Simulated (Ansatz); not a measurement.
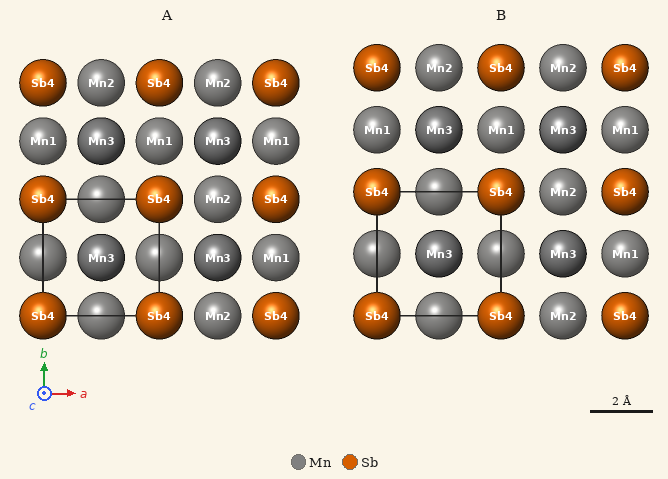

Two geometries of solid Mn3Sb (set up in Pm-3m) (coarse preliminary run), drawn at one scale. One is the start of a relaxation, the other its converged end. Style: spheres-only. Shown: the cell of the calculation, repeated 2 × 2 × 1 with one cell outlined, along the c axis.

Method: DFT PBEsol, scalar-relativistic, plane waves, PAW (Ansatz). Settings: plane-wave cutoff 420 eV; k-point mesh 6 × 6 × 6; occupations gaussian; smearing width 0.1 eV; collinear spin; cell and atoms relaxed; force threshold 0.05 eV/Å; at most 80 steps.

Which geometry has the lower energy?

Structure A is the relaxed one. After 3 accepted moves (5 points after the start) the energy has fallen by 228 meV per atom. All forces vanish by symmetry, so only the cell relaxes. The pressure goes from −15.06 to −0.05 GPa. The line search rejected the trial step at point 2 of the run. The SCF was repeated once at an unchanged geometry on a basis and grid sized afresh for the cell, which shifted the energy by 1.0 meV per atom at most. The atoms keep their places relative to the cell (all moves are under 0.005 Å). Cell: a = b = c 4.002 → 3.758 Å (−6.1 %). Volume −17.2 %. Near-neighbour distances that change, for instance: Mn1–Mn2 2.830 → 2.657 Å, Mn1–Sb4 2.830 → 2.657 Å. The space group stays Pm-3m (No. 221). The run took of the order of 60 core-seconds on a shared host.
